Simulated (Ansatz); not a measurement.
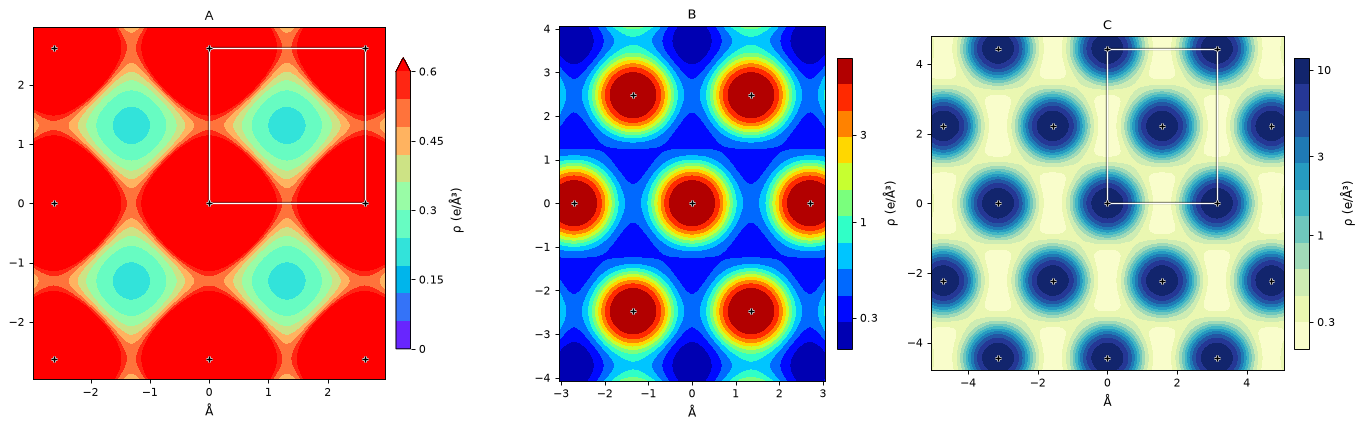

The valence charge density (pseudo) of 3 systems, each on a plane through atoms (crosses mark nuclei in the plane).

Method: DFT, r2SCAN, plane waves (500 eV) with PAW, scalar-relativistic in Ansatz.

System 1: W, the (100) plane of the conventional cell. Space group Pm-3m; set up as W, simple cubic; a generated structure, not necessarily the stable one; changed on purpose from its base cell (volume × 1.0).

System 2: Os, the (110) plane of the conventional cell. Space group P6/mmm; set up as Os, omega (AlB2-type); a generated structure, not necessarily the stable one; computed without spin polarisation.

```yaml
crystal:
  lattice:
    - [4.29592, 0.00000, 0.00000]
    - [-2.14796, 3.72038, 0.00000]
    - [0.00000, 0.00000, 2.70444]
  atoms:
    - { symbol: Os, position: [0.00000, 0.00000, 0.00000] }
    - { symbol: Os, position: [0.33333, 0.66667, 0.50000] }
    - { symbol: Os, position: [0.66667, 0.33333, 0.50000] }
```

System 3: Pt, the (101) plane of the conventional cell. Space group Im-3m; set up as Pt, bcc; a generated structure, not necessarily the stable one; changed on purpose from its base cell (volume × 1.0).

```xyz
2
Lattice="3.1409 0.0000 0.0000 0.0000 3.1409 0.0000 0.0000 0.0000 3.1409" Properties=species:S:1:pos:R:3 pbc="T T T"
Pt    0.0000    0.0000    0.0000
Pt    1.5704    1.5704    1.5704
```

Q: Match each panel to its system.

A: Panel A is system 1, W: the plane holds W. W–W (2.62 Å): the density is about 0.53 e/Å³ at the midpoint. Panel B is system 2, Os: the plane holds Os. Os–Os (2.70 Å): ρ at the midpoint is about 0.46 e/Å³. Panel C is system 3, Pt: the plane holds Pt. Pt–Pt (2.72 Å): ρ at the midpoint is about 0.4 e/Å³.
